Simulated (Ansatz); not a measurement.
# SiC (F-43m): the host for defect calculations

Aim: the runs on the perfect crystal SiC (F-43m) that a defect calculation needs first.

Calculated with Ansatz 0.2.0; plane-wave PAW DFT, PBEsol; relaxation of the host's cell and atoms; PAW set soft_1, in the first sound run; inputs show where later runs differ.

The experiments to compare with:

For SiC, 3C polytype (zincblende) (single crystals from silicon oxide and carbon black reaction at 2800 K, annealed in air), “On melting of silicon carbide under pressure” (2012, arxiv:1210.3244) quotes earlier work: lattice constant a (a of cubic 3C-SiC starting crystals) 4.357 Å [Starting-material characterisation; no method, uncertainty or temperature given].

“Insight into the structural, elastic and electronic properties of a new orthorhombic 6O-SiC polytype” (2020, pmc:7200658) quotes from earlier work for SiC, cubic 3C zincblende (literature value): band gap (indirect gap) 2.4 eV [literature value; measurement temperature and method not stated].

This is a report of a sequence of runs, with most program output left out.

### 1. The starting structure

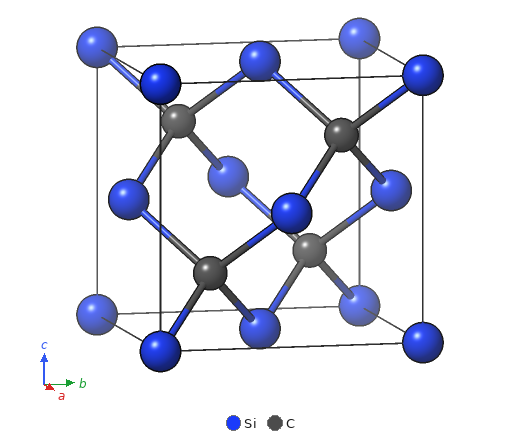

The cell as given, slightly off an axis (silicon blue, carbon dark grey). This picture shows the conventional cell, with its axes. Bonds to atoms that aren't drawn are left out. Some periodic images of atoms are drawn too.

### 2. Host cell relaxation

Cell and atoms are relaxed together, until forces and stress fall under their thresholds.

The input, cell/input.yaml:

```yaml
crystal:
  lattice:
    - [0.0, 2.18, 2.18]
    - [2.18, 0.0, 2.18]
    - [2.18, 2.18, 0.0]
  atoms:
    - { symbol: Si, position: [0.0, 0.0, 0.0] }
    - { symbol: C, position: [0.25, 0.25, 0.25] }
basis:
  ecutwfc: 420
  xc_grid: 2
hamiltonian:
  xc: pbesol
  pseudopotentials: { kind: paw, azcp: { folder: soft_1 }, xc_functional: pbe }
kpoints:
  mp_grid: { grid: [11, 11, 11] }
scf:
  occupations: { method: fixed }
  max_iter: 100
relax:
  f_tol: 0.005
  max_steps: 60
  cell: {}
output:
  forces: true
  stress: true
checkpoint:
  write: "../cell.run"
  compress: false
  write_wavefunctions: false
  write_every: 100000
```

Launch:

```
$ ansatz run input.yaml --threads 32 --pin off --max-ram 84787MiB --backend cuda --events-out ev --progress --plain --runs-dir out --max-vram 78GiB
```

It took 1.6 s on 1 × NVIDIA GB200 with 32 threads of Arm Neoverse V2, shared host; peak memory 0.95 GiB; 4.6 s of CPU time.

Little changed from the start: no atom moved by 0.005 Å and no cell edge by 0.1 %.

This step gave:

```
pressure : -6.75e-4 GPa
```

### 3. Dielectric tensors of the host

The response to a uniform electric field gives the electronic dielectric tensor.

This step: plane-wave PAW DFPT, PBEsol; dielectric tensors, Born charges and zone-centre modes of the host; PAW set soft_1 (Ansatz 0.2.0).

The input, eps/input.yaml:

```yaml
crystal:
  lattice:
    - [0.0, 2.1784555033, 2.1784555033]
    - [2.1784555033, 0.0, 2.1784555033]
    - [2.1784555033, 2.1784555033, 0.0]
  atoms:
    - { symbol: Si, position: [0.0, 0.0, 0.0] }
    - { symbol: C, position: [0.25, 0.25, 0.25] }
basis:
  ecutwfc: 420
hamiltonian:
  xc: pbesol
  pseudopotentials: { kind: paw, azcp: { folder: soft_1 }, xc_functional: pbe }
kpoints:
  mp_grid: { grid: [9, 9, 9] }
scf:
  occupations: { method: fixed }
  max_iter: 100
phonons:
  method: dfpt
  dielectric: true
  rigid_motions: translations
```

The job ended after 5.7 s (1 × NVIDIA GB200 with 32 threads; peak memory 1.2 GiB; 33 s of CPU time).

Electronic dielectric tensor:

```
7.06 0.00 0.00
0.00 7.06 0.00
0.00 0.00 7.06
```

Static dielectric tensor:

```
10.44  0.00  0.00
 0.00 10.44  0.00
 0.00  0.00 10.44
```

The electronic dielectric tensor is isotropic, 7.06. The static dielectric tensor is isotropic, 10.44.

### 4. Host on a dense mesh

This step: plane-wave PAW DFT, PBEsol; single point of the defect-free host, a test of the k-point sampling; PAW set soft_1 (Ansatz 0.2.0).

The input, dense/input.yaml:

```yaml
crystal:
  lattice:
    - [0.0, 2.1784555033, 2.1784555033]
    - [2.1784555033, 0.0, 2.1784555033]
    - [2.1784555033, 2.1784555033, 0.0]
  atoms:
    - { symbol: Si, position: [0.0, 0.0, 0.0] }
    - { symbol: C, position: [0.25, 0.25, 0.25] }
basis:
  ecutwfc: 420
  xc_grid: 2
hamiltonian:
  xc: pbesol
  pseudopotentials: { kind: paw, azcp: { folder: soft_1 }, xc_functional: pbe }
kpoints:
  mp_grid: { grid: [11, 11, 11] }
scf:
  occupations: { method: fermi_dirac, width: 0.01 }
  max_iter: 100
  lower_state_search: "off"
checkpoint:
  write: "../dense.run"
  compress: false
  write_wavefunctions: false
  write_every: 100000
```

Elapsed: 0.9 s, on 1 × NVIDIA GB200 with 32 threads; peak memory 0.84 GiB; 1.9 s of CPU time.

### 5. Defect free supercell at the zone centre

System of this step: SiC (F-43m). The cell holds 128 atoms: 64 Si and 64 C. Cell: a = 12.323 Å, b = 12.323 Å, c = 12.323 Å, α = 60.0°, β = 60.0°, γ = 60.0°.

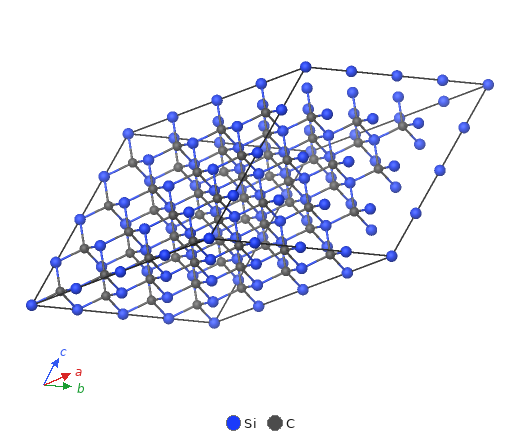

The cell of this step (silicon blue, carbon dark grey). Bonds to atoms that aren't drawn are left out. Some periodic images of atoms are drawn too.

The input, pristine.sampling_gamma/input.yaml:

```yaml
crystal:
  lattice:
    - [0.0, 8.7138220132, 8.7138220132]
    - [8.7138220132, 0.0, 8.7138220132]
    - [8.7138220132, 8.7138220132, 0.0]
  atoms:
    - { symbol: Si, position: [0.0, 0.0, 0.0] }
    - { symbol: C, position: [0.0625, 0.0625, 0.0625] }
    - { symbol: Si, position: [0.0, 0.0, 0.25] }
    - { symbol: C, position: [0.0625, 0.0625, 0.3125] }
    - { symbol: Si, position: [0.0, 0.0, 0.5] }
    - { symbol: C, position: [0.0625, 0.0625, 0.5625] }
    - { symbol: Si, position: [0.0, 0.0, 0.75] }
    - { symbol: C, position: [0.0625, 0.0625, 0.8125] }
    - { symbol: Si, position: [0.0, 0.25, 0.0] }
    - { symbol: C, position: [0.0625, 0.3125, 0.0625] }
    - { symbol: Si, position: [0.0, 0.25, 0.25] }
    - { symbol: C, position: [0.0625, 0.3125, 0.3125] }
    - { symbol: Si, position: [0.0, 0.25, 0.5] }
    - { symbol: C, position: [0.0625, 0.3125, 0.5625] }
    - { symbol: Si, position: [0.0, 0.25, 0.75] }
    - { symbol: C, position: [0.0625, 0.3125, 0.8125] }
    - { symbol: Si, position: [0.0, 0.5, 0.0] }
    - { symbol: C, position: [0.0625, 0.5625, 0.0625] }
    - { symbol: Si, position: [0.0, 0.5, 0.25] }
    - { symbol: C, position: [0.0625, 0.5625, 0.3125] }
    - { symbol: Si, position: [0.0, 0.5, 0.5] }
    - { symbol: C, position: [0.0625, 0.5625, 0.5625] }
    - { symbol: Si, position: [0.0, 0.5, 0.75] }
    - { symbol: C, position: [0.0625, 0.5625, 0.8125] }
    - { symbol: Si, position: [0.0, 0.75, 0.0] }
    - { symbol: C, position: [0.0625, 0.8125, 0.0625] }
    - { symbol: Si, position: [0.0, 0.75, 0.25] }
    - { symbol: C, position: [0.0625, 0.8125, 0.3125] }
    - { symbol: Si, position: [0.0, 0.75, 0.5] }
    - { symbol: C, position: [0.0625, 0.8125, 0.5625] }
[... 92 atom lines left out ...]
    - { symbol: Si, position: [0.75, 0.75, 0.25] }
    - { symbol: C, position: [0.8125, 0.8125, 0.3125] }
    - { symbol: Si, position: [0.75, 0.75, 0.5] }
    - { symbol: C, position: [0.8125, 0.8125, 0.5625] }
    - { symbol: Si, position: [0.75, 0.75, 0.75] }
    - { symbol: C, position: [0.8125, 0.8125, 0.8125] }
basis:
  ecutwfc: 420
  xc_grid: 2
hamiltonian:
  xc: pbesol
  pseudopotentials: { kind: paw, azcp: { folder: soft_1 }, xc_functional: pbe }
kpoints:
  mp_grid: { grid: [1, 1, 1] }
scf:
  occupations: { method: fermi_dirac, width: 0.01 }
  max_iter: 100
  lower_state_search: "off"
checkpoint:
  write: "../pristine.sampling_gamma.run"
  compress: false
  write_wavefunctions: false
  write_every: 100000
```

The job ended after 1.6 s (1 × NVIDIA GB200 with 32 threads; peak memory 1 GiB).

### 6. Defect free supercell at the quarter point

The supercell is run at one point off the zone centre, to see how far that sampling misses the dense mesh.

pristine.sampling_quarter/input.yaml, as its differences from pristine.sampling_gamma/input.yaml of step 5:

```diff
@@ -50,3 +50,3 @@
 kpoints:
-  mp_grid: { grid: [1, 1, 1] }
+  mp_grid: { grid: [1, 1, 1], shift: [0.25, 0.25, 0.25] }
 scf:
@@ -56,3 +56,3 @@
 checkpoint:
-  write: "../pristine.sampling_gamma.run"
+  write: "../pristine.sampling_quarter.run"
   compress: false
```

Elapsed: 1.2 s, on 1 × NVIDIA GB200 with 32 threads; peak memory 1.3 GiB.

### 7. What came out

| Property | Result |
| --- | --- |
| primitive cell vectors, lengths | 3.081, 3.081, 3.081 Å |
| electronic dielectric constant | 7.06 |
| static dielectric constant | 10.44 |
| gap on the k-mesh of the response run (PBEsol) | 1.39 eV |
| energy an atom at the zone centre alone less that on the dense mesh | 0.065 eV |
| energy an atom at one point at (¼, ¼, ¼) less that on the dense mesh | 0.032 eV |

**Reading.** The k-mesh can miss the band edges, so this gap is an upper bound at this level. All at zero temperature.

Calculation against experiment:

```
                         quantity  measured           PBEsol
           lattice constant a (Å)     4.357   4.357 (-0.0 %)
band gap (gap on the k-mesh) (eV)       2.4  1.34 (-1.06 eV)
```

Measured values from arxiv:1210.3244 (2012) and pmc:7200658 (2020).

**Verdict.** The lattice constant a matches within 0.05 %: good agreement. The band gap is off by -1.06 eV. Local and semilocal functionals usually give gaps below the measured ones. The computed gap is read on a k-mesh, which can miss the band edges. Zero-point and thermal motion shift the measured gap. The grades are ours: good and fair within 0.7 and 1.5 % for the lattice constant a. For lattice constants the calculation has a static lattice, without zero-point motion or thermal expansion.

[Logs are printed without paths, hosts, clocks, repeated set-up lines and the standing remarks that a program may print on its own settings, such as how far it seeks lower states.]

[Hosts, paths, dates, database ids (printed as entryN), source tags and the programs' standing remarks are cut or masked in the printed files.]

[Runs of the host that timed out are not shown.]

[For some hosts the program warned that the k-mesh of the response run may be too coarse for force constants and the static dielectric constant; such warnings are not always shown.]

[The program warned that the k-mesh of a response run behind this text may be too coarse: force constants, and the static dielectric constant and all else formed from them, are not shown converged.]
